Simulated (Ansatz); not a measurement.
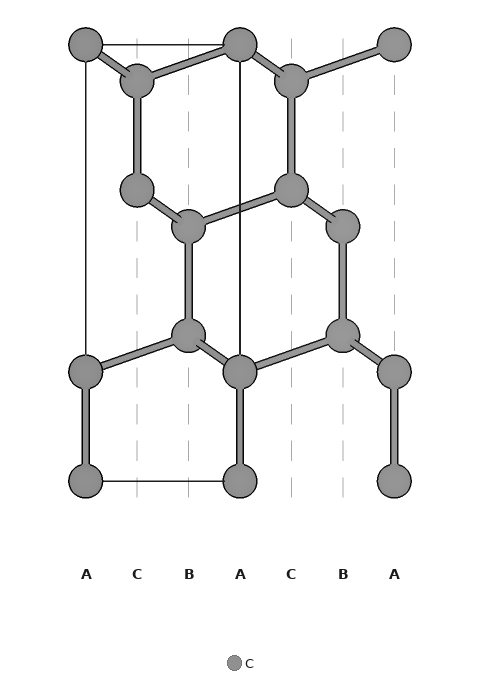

The picture looks along a close-packed row of the hexagonal mesh; [111] points upwards. The dashed lines mark the three columns A (0, 0), B (1/3, 2/3) and C (2/3, 1/3). The box is the hexagonal cell of the face-centred cubic lattice. The sequence starts with the first layer at or above the cell's origin.

System C; source of the atomic positions: the geometry relaxed with DFT, LDA (PW92), plane waves (420 eV) with PAW, scalar-relativistic (Ansatz); the starting structure was generated, so it need not be a known form of this composition.

> Give the sequence of layers in one repeat, with element and column.

C(A) – C(A) – C(B) – C(B) – C(C) – C(C) (six layers in 6.12 Å).
